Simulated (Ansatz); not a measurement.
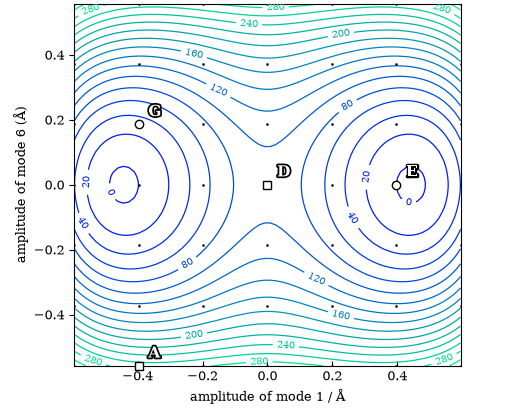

AgCl (Pm-3m, No. 221; 4 atoms in the cell). 
- The energy is mapped over two normal modes frozen in (zone-centre modes of the 4-atom cell of this scan, which folds in the wave vector (0, 0, 1/2) of the primitive cell).
- The first coordinate is: amplitude of mode 1 (97i cm⁻¹), largest displacement; the second: amplitude of mode 6 (35 cm⁻¹), largest displacement.
- Nothing is relaxed (the cell and all other modes fixed).
- The grid has 7 × 7 points; 16 points were computed and 33 follow by symmetry.
- Points are written as (first, second).
- All energies are given in meV per cell relative to the lowest grid point.
- The band gap closes in part of the range.
- These are results of Ansatz 0.2.0, DFT PBEsol, scalar-relativistic, plane waves, PAW, not measurements. Settings: cutoff 420 eV, k-mesh 10×10×6 in the order of the run's cell vectors, gaussian smearing 0.05 eV, no spin polarisation.

In the figure: contour lines labelled in meV, dots at the grid points, lettered points. Between grid points the surface is interpolated.

Q: What kind of point is each of D, E: minimum, saddle, maximum or slope?

A: D: saddle point; E: minimum. (In these two coordinates alone; a stationary point may lie a little off the grid point.)

Q: Rank the lettered points by energy, lowest first.

A: E (0 meV), G (31 meV), D (93 meV), A (270 meV).
